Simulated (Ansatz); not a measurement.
**Run report: AlAs, geometry relaxation (part 1 of 2)**

- system: AlAs (slab, 6 atoms in the cell)
- method: DFT PBEsol, scalar-relativistic, plane waves, PAW, no spin polarisation (Ansatz 0.2.0)

The structure derives from an entry of the Crystallography Open Database. The input holds or restrains some coordinates. Forces given for the steps count only the free coordinates. It belongs to a series of runs on one base structure; here: clean slab, lower half held. Figures and captions count atoms from 1; the log counts them from 0 in places.

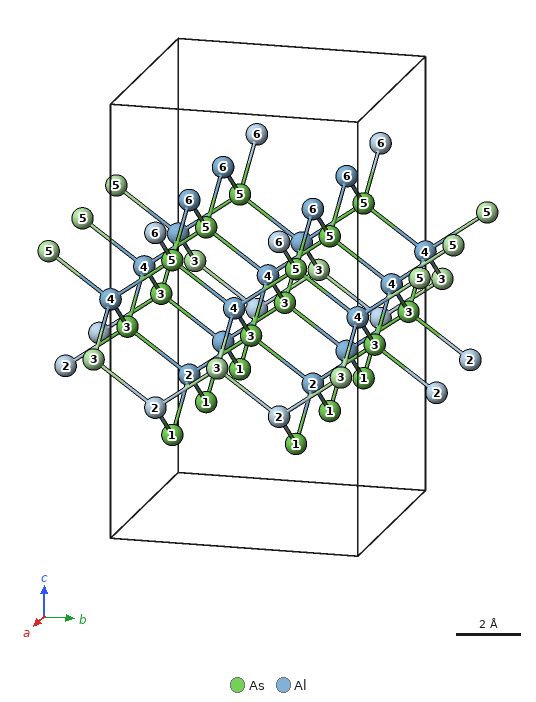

Figure 1. The input geometry (ball-and-stick view of the 2 × 2 repeat of the cell, with the vacuum cut short, seen slightly off an axis; neighbours outside the cell are drawn fainter; atoms are numbered from 1 in the order of the input). An atom can appear more than once, as a periodic image. Near neighbours in the periodic cell (some may lie outside the picture): As has 2 Al at 2.46 Å; Al has 4 As at 2.46 Å; As has 4 Al at 2.46 Å; Al has 2 As at 2.46 Å.

## Key numbers

```tsv
quantity	value
outcome	converged under the restraints of the input
electrons treated	54
free energy	−16011.2299 eV
work function, top face	4.55 eV
work function, bottom face	6.06 eV
Fermi energy	−1.103 eV
gap on the k-point mesh	none (metallic)
final volume	387.91 Å³
work function (upper face)	4.55 eV
largest force (length of the vector) at the end, held atoms and coordinates included	0.510 eV/Å
hardware	2 threads of Intel Xeon (Granite Rapids), 96 GiB of memory available, shared host
wall time	17 s (CPU time 32 s)
peak memory	0.65 GiB
```

## Input
```yaml
crystal:
  lattice:
    - [4.0125456554, 0.0, 0.0]
    - [0.0, 4.0125456554, 0.0]
    - [0.0, 0.0, 24.093245607]
  atoms:
    - { symbol: As, position: [0.0, 0.5, 0.3527959719] }
    - { symbol: Al, position: [0.5, 0.5, 0.4116775831] }
    - { symbol: As, position: [0.5, 0.0, 0.4705591944] }
    - { symbol: Al, position: [0.0, 0.0, 0.5294408056] }
    - { symbol: As, position: [0.0, 0.5, 0.5883224169] }
    - { symbol: Al, position: [0.5, 0.5, 0.6472040281] }
basis:
  ecutwfc: 420
kpoints:
  mp_grid: { grid: [7, 7, 1] }
hamiltonian:
  xc: pbesol
scf:
  occupations: { method: gaussian, width: 0.05 }
output:
  forces: true
  eigenvalues: true
  write_density: true
  write_potential: true
  elf: true
  volumetric_format: npy
relax:
  adjacent_minimum: "off"
  f_tol: 0.03
  max_steps: 70
  constraints: [{ sites: [0, 1, 2] }]
efield:
  axis: 3
  dipole_correction: true
  ramp_width: 0.04
```

Launched with:
```bash
ansatz run input.yaml --threads 2 --pin off --max-ram 5120MiB --backend cpu --events-out ev --progress --plain --runs-dir out
```

## Output
```
Engine: ansatz 0.2.0, x86_64-unknown-linux-gnu
Pseudopotentials: kind: paw
Pseudopotential: As, paw, valence charge 15, recommended cutoff 420 eV (normal), As.paw.azcp
Pseudopotential: Al, paw, valence charge 3, recommended cutoff 420 eV (normal), Al.paw.azcp
Functional definition: PBEsol
  exchange = pbesol_x
  correlation = pbesol_c
Crystal: 6 atoms, lattice volume = 387.914 Å³
Basis set: ecut = 420 eV, 7521 PW (Γ), exchange–correlation on 54×54×324 points (8 copies of the dense FFT grid, shifted against one another)
Bands: 33, of which v1, the nominal top of the filled ones, is band 27 counted from 1 (26 counted from 0)
Symmetry: 4 space group operations
Space group: Pmm2 (ITA 25), of the structure as read, at distance tolerance 7.3e-5 Å
k-points: 16 of 49
Non-local potential: As, projectors of the file, l = 0: 2, l = 1: 2, l = 2: 3, l = 3: 1
Non-local potential: Al, projectors of the file, l = 0: 2, l = 1: 2, l = 2: 1
PAW form: soft (Blöchl's): semilocal exchange-correlation on the pseudo side does not see the compensation charge
PAW frozen core: As, regenerated for the run's functional, and the local potential with it (the file was generated under x = pbe(κ = 0.804, μ = 0.2195149727645171), c = pbe(β = 0.06672455060314922))
PAW frozen core: Al, regenerated for the run's functional, and the local potential with it (the file was generated under x = pbe(κ = 0.804, μ = 0.2195149727645171), c = pbe(β = 0.06672455060314922))
PAW one-centre angular grid: As, 590 points (default); XC on 64 Gauss nodes
PAW one-centre angular grid: Al, 110 points (default); XC on 64 Gauss nodes
Initial density: superposition of atomic densities (neutral atoms: chi_scale 0, normalization atom), corrected by the library's trained network
Initial wavefunctions: pseudopotential atomic-orbital guess
Functional: x = pbesol(κ = 0.804, μ = 0.12345679012345678), c = pbesol(β = 0.046)
SCF iter   1: F=—  HF=-16011.363580 eV  |F-HF|=—  |Δ(HF+E_count)|=         —  Δρ=5.70e-3  dr2=3.85e0  ethr=1.77e-3  p=0.097 e·Å  D=4.52e-2 V/Å  ΔV_dip=-1.09 eV  dr2_dipole=1.92e0  V_vac-E_F(+/−)=4.74/5.83 eV  ⟨swp⟩=8.1  Hψ=2549  notcnv=0
efield: sawtooth ramp at fractional position 0.9800 (placed from the atoms, in the widest stretch of the axis that holds none; the zero of the levels goes with the place), width 0.0400; the density the first Hamiltonian is built on has a dipole p = 0.097 e·Å; the dipole correction subtracts the counter field D = 4.52e-2 V/Å, which shifts the + side's vacuum level by -1.09 eV against the − side's; the planar-averaged density in the ramp window peaks in size at 7.7e-6 e/Å³
preconditioner: auto → LDOS  [insulator: Δε(μ)=0.055 eV  Ē_g=7.326 eV  σ=0.050 eV  W_gap=0.52  n_scr=50 (ndim 8)  ℏωp=9.2 eV  f_vac=0.562  D(μ)=4.04/eV (n_scr^D=10)  ε∞_Penn≈2.6  β→1.0]
SCF iter   2: F=—  HF=-16011.242947 eV  |F-HF|=—  |Δ(HF+E_count)|=   1.21e-1  Δρ=3.16e-3  dr2=1.00e0  ethr=1.77e-3  p=0.149 e·Å  D=6.93e-2 V/Å  ΔV_dip=-1.67 eV  dr2_dipole=4.69e-1  V_vac-E_F(+/−)=4.55/6.22 eV  ⟨swp⟩=2.6  Hψ=707  notcnv=0  defer=19
SCF iter   3: F=—  HF=-16011.217413 eV  |F-HF|=—  |Δ(HF+E_count)|=   2.55e-2  Δρ=1.04e-3  dr2=7.87e-2  ethr=1.77e-3  p=0.128 e·Å  D=5.98e-2 V/Å  ΔV_dip=-1.44 eV  dr2_dipole=3.74e-2  V_vac-E_F(+/−)=4.64/6.08 eV  ⟨swp⟩=1.1  Hψ=510  notcnv=0  defer=19
SCF iter   4: F=—  HF=-16011.215878 eV  |F-HF|=—  |Δ(HF+E_count)|=   1.53e-3  Δρ=5.46e-4  dr2=7.69e-3  ethr=1.46e-4  p=0.133 e·Å  D=6.21e-2 V/Å  ΔV_dip=-1.50 eV  dr2_dipole=9.95e-4  V_vac-E_F(+/−)=4.58/6.08 eV  ⟨swp⟩=1.6  Hψ=559  notcnv=0  defer=20
SCF iter   5: F=—  HF=-16011.215583 eV  |F-HF|=—  |Δ(HF+E_count)|=   2.96e-4  Δρ=3.20e-4  dr2=6.69e-3  ethr=1.42e-5  p=0.134 e·Å  D=6.26e-2 V/Å  ΔV_dip=-1.51 eV  dr2_dipole=2.27e-3  V_vac-E_F(+/−)=4.56/6.07 eV  ⟨swp⟩=1.1  Hψ=525  notcnv=0  defer=20
SCF iter   6: F=—  HF=-16011.215314 eV  |F-HF|=—  |Δ(HF+E_count)|=   2.68e-4  Δρ=1.02e-4  dr2=3.16e-4  ethr=1.24e-5  p=0.134 e·Å  D=6.24e-2 V/Å  ΔV_dip=-1.50 eV  dr2_dipole=1.29e-5  V_vac-E_F(+/−)=4.56/6.06 eV  ⟨swp⟩=1.0  Hψ=508  notcnv=0  defer=20
SCF iter   7: F=—  HF=-16011.215264 eV  |F-HF|=—  |Δ(HF+E_count)|=   5.02e-5  Δρ=4.87e-5  dr2=1.66e-4  ethr=5.85e-7  p=0.134 e·Å  D=6.26e-2 V/Å  ΔV_dip=-1.51 eV  dr2_dipole=9.04e-5  V_vac-E_F(+/−)=4.55/6.06 eV  ⟨swp⟩=2.0  Hψ=864  notcnv=0  defer=20
SCF iter   8: F=-16011.215239 eV  HF=-16011.215257 eV  |F-HF|=1.77e-5  |Δ(HF+E_count)|=   7.24e-6  Δρ=1.86e-5  dr2=1.32e-5  ethr=4.17e-8  p=0.135 e·Å  D=6.29e-2 V/Å  ΔV_dip=-1.51 eV  dr2_dipole=6.45e-6  V_vac-E_F(+/−)=4.54/6.06 eV  ⟨swp⟩=19.7  Hψ=4594  notcnv=0
SCF 1 converged in 8 iterations: F = -16011.215239 eV  dr2 = 1.32e-5
  greatest PAW one-centre occupation: 0.999 electrons in one spin orbital (limit 2), on the As atom at site 0 (counted from 0), in its partial waves of l = 2
relax step   1: F+E_penalty+E_count = -16011.21523929 eV  Δ(F+E_penalty+E_count) = +0.000e0 eV  max|allowed force component| = 5.393e-1 eV/Å  Δτ_max = 0.0000 Å  (8 SCF iters, dr2 threshold 2.25e-5 eV, accepted)
Initial density: handed on by an earlier stage of this run
Initial wavefunctions: those handed on with the density
iter 1 solved again at ethr=6.34e-6 eV; its pass at ethr=3.10e-3 eV (dr2=3.42e-3 eV) is discarded
SCF iter   1: F=—  HF=-16011.229898 eV  |F-HF|=—  |Δ(HF+E_count)|=         —  Δρ=6.02e-4  dr2=3.50e-3  ethr=6.34e-6  p=0.135 e·Å  D=6.29e-2 V/Å  ΔV_dip=-1.51 eV  dr2_dipole=6.00e-4  V_vac-E_F(+/−)=4.55/6.06 eV  ⟨swp⟩=2.1  Hψ=1692  notcnv=0  defer=20
efield: sawtooth ramp at fractional position 0.9800 (handed on by an earlier solve), width 0.0400; the density the first Hamiltonian is built on has a dipole p = 0.135 e·Å; the dipole correction subtracts the counter field D = 6.29e-2 V/Å, which shifts the + side's vacuum level by -1.51 eV against the − side's; the planar-averaged density in the ramp window peaks in size at 4.6e-8 e/Å³
preconditioner: auto → LDOS  [metal: Δε(μ)=0.039 eV  Ē_g=7.237 eV  σ=0.050 eV  W_gap=0.41  n_scr=50 (ndim 8)  ℏωp=9.2 eV  f_vac=0.560  D(μ)=6.73/eV (n_scr^D=40)  β→1.0]
SCF iter   2: F=—  HF=-16011.229623 eV  |F-HF|=—  |Δ(HF+E_count)|=   2.74e-4  Δρ=2.18e-4  dr2=1.28e-3  ethr=6.34e-6  p=0.135 e·Å  D=6.28e-2 V/Å  ΔV_dip=-1.51 eV  dr2_dipole=4.31e-4  V_vac-E_F(+/−)=4.55/6.06 eV  ⟨swp⟩=2.0  Hψ=685  notcnv=0  defer=20
SCF iter   3: F=—  HF=-16011.229554 eV  |F-HF|=—  |Δ(HF+E_count)|=   6.90e-5  Δρ=8.98e-5  dr2=1.84e-4  ethr=2.36e-6  p=0.135 e·Å  D=6.28e-2 V/Å  ΔV_dip=-1.51 eV  dr2_dipole=7.48e-5  V_vac-E_F(+/−)=4.55/6.06 eV  ⟨swp⟩=2.6  Hψ=873  notcnv=0  defer=20
SCF iter   4: F=—  HF=-16011.229556 eV  |F-HF|=—  |Δ(HF+E_count)|=   1.26e-6  Δρ=5.76e-5  dr2=9.17e-5  ethr=3.40e-7  p=0.135 e·Å  D=6.28e-2 V/Å  ΔV_dip=-1.51 eV  dr2_dipole=3.14e-5  V_vac-E_F(+/−)=4.55/6.06 eV  ⟨swp⟩=2.0  Hψ=872  notcnv=0  defer=20
SCF iter   5: F=-16011.229523 eV  HF=-16011.229547 eV  |F-HF|=2.36e-5  |Δ(HF+E_count)|=   9.08e-6  Δρ=2.01e-5  dr2=1.80e-5  ethr=3.37e-8  p=0.135 e·Å  D=6.28e-2 V/Å  ΔV_dip=-1.51 eV  dr2_dipole=6.88e-6  V_vac-E_F(+/−)=4.55/6.06 eV  ⟨swp⟩=18.1  Hψ=5028  notcnv=0
SCF 2 converged in 5 iterations: F = -16011.229523 eV  dr2 = 1.80e-5
relax step   2: F+E_penalty+E_count = -16011.22952298 eV  Δ(F+E_penalty+E_count) = -1.428e-2 eV  max|allowed force component| = 6.805e-2 eV/Å  Δτ_max = 0.0422 Å  (5 SCF iters, dr2 threshold 1.82e-5 eV, accepted)
SCF iter   1: F=—  HF=-16011.229793 eV  |F-HF|=—  |Δ(HF+E_count)|=         —  Δρ=1.43e-4  dr2=1.03e-3  ethr=1.03e-6  p=0.135 e·Å  D=6.28e-2 V/Å  ΔV_dip=-1.51 eV  dr2_dipole=4.79e-4  V_vac-E_F(+/−)=4.55/6.06 eV  ⟨swp⟩=2.1  Hψ=1053  notcnv=0  defer=20
efield: sawtooth ramp at fractional position 0.9800 (handed on by an earlier solve), width 0.0400; the density the first Hamiltonian is built on has a dipole p = 0.135 e·Å; the dipole correction subtracts the counter field D = 6.28e-2 V/Å, which shifts the + side's vacuum level by -1.51 eV against the − side's; the planar-averaged density in the ramp window peaks in size at 6.4e-8 e/Å³
preconditioner: auto → LDOS  [metal: Δε(μ)=0.039 eV  Ē_g=7.238 eV  σ=0.050 eV  W_gap=0.41  n_scr=50 (ndim 8)  ℏωp=9.2 eV  f_vac=0.560  D(μ)=7.01/eV (n_scr^D=40)  β→1.0]
SCF iter   2: F=—  HF=-16011.229761 eV  |F-HF|=—  |Δ(HF+E_count)|=   3.14e-5  Δρ=5.46e-5  dr2=1.56e-4  ethr=1.03e-6  p=0.135 e·Å  D=6.29e-2 V/Å  ΔV_dip=-1.52 eV  dr2_dipole=6.93e-5  V_vac-E_F(+/−)=4.55/6.06 eV  ⟨swp⟩=1.0  Hψ=656  notcnv=0  defer=20
SCF iter   3: F=—  HF=-16011.229760 eV  |F-HF|=—  |Δ(HF+E_count)|=   1.00e-6  Δρ=3.25e-5  dr2=1.44e-5  ethr=2.89e-7  p=0.135 e·Å  D=6.30e-2 V/Å  ΔV_dip=-1.52 eV  dr2_dipole=1.48e-6  V_vac-E_F(+/−)=4.55/6.06 eV  ⟨swp⟩=2.9  Hψ=894  notcnv=0  defer=20
SCF iter   4: F=—  HF=-16011.229868 eV  |F-HF|=—  |Δ(HF+E_count)|=   1.07e-4  Δρ=9.00e-6  dr2=1.70e-6  ethr=2.68e-8  p=0.135 e·Å  D=6.30e-2 V/Å  ΔV_dip=-1.52 eV  dr2_dipole=1.52e-7  V_vac-E_F(+/−)=4.55/6.06 eV  ⟨swp⟩=2.0  Hψ=889  notcnv=0  defer=20
SCF iter   5: F=—  HF=-16011.229868 eV  |F-HF|=—  |Δ(HF+E_count)|=   9.25e-8  Δρ=4.71e-6  dr2=5.54e-7  ethr=3.15e-9  p=0.135 e·Å  D=6.30e-2 V/Å  ΔV_dip=-1.52 eV  dr2_dipole=4.72e-8  V_vac-E_F(+/−)=4.55/6.06 eV  ⟨swp⟩=2.0  Hψ=738  notcnv=0  defer=20
SCF iter   6: F=—  HF=-16011.229868 eV  |F-HF|=—  |Δ(HF+E_count)|=   1.19e-9  Δρ=1.82e-6  dr2=1.06e-7  ethr=1.03e-9  p=0.135 e·Å  D=6.30e-2 V/Å  ΔV_dip=-1.52 eV  dr2_dipole=9.73e-9  V_vac-E_F(+/−)=4.55/6.06 eV  ⟨swp⟩=1.9  Hψ=538  notcnv=0  defer=20
SCF iter   7: F=-16011.229868 eV  HF=-16011.229868 eV  |F-HF|=4.32e-9  |Δ(HF+E_count)|=   4.33e-9  Δρ=5.38e-7  dr2=8.21e-9  ethr=1.85e-10  p=0.135 e·Å  D=6.30e-2 V/Å  ΔV_dip=-1.52 eV  dr2_dipole=1.00e-9  V_vac-E_F(+/−)=4.55/6.06 eV  ⟨swp⟩=14.7  Hψ=3464  notcnv=0
SCF 3 converged in 7 iterations: F = -16011.229868 eV  dr2 = 8.21e-9
relax step   3: F+E_penalty+E_count = -16011.22986775 eV  Δ(F+E_penalty+E_count) = -3.448e-4 eV  max|allowed force component| = 1.254e-2 eV/Å  Δτ_max = 0.0038 Å  (7 SCF iters, accepted)
```

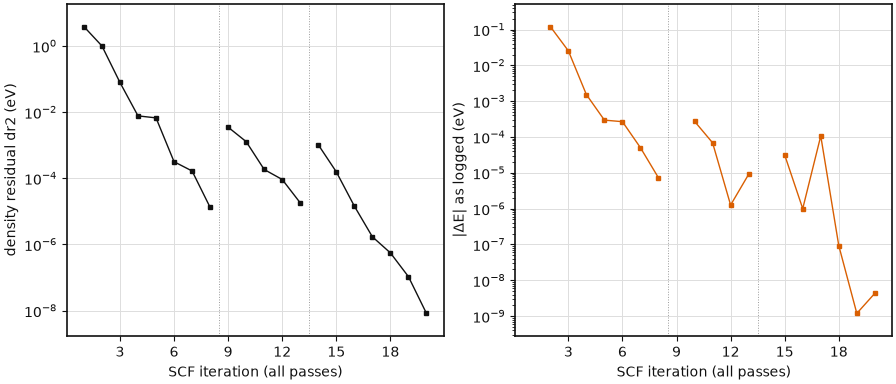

Figure 2. Convergence of the self-consistent field: density residual dr2 and size of the energy change against the SCF iteration. The dotted lines part the SCF passes of the relaxation: geometry steps, rejected trials and re-solves on a re-selected basis. The passes take 8, 5 and 7 iterations.

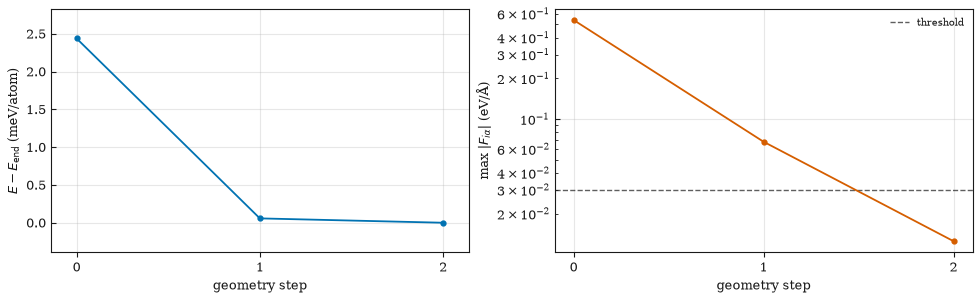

Figure 3. Progress of the restrained relaxation, step by step (the first geometry is step 0 here and step 1 in the log).
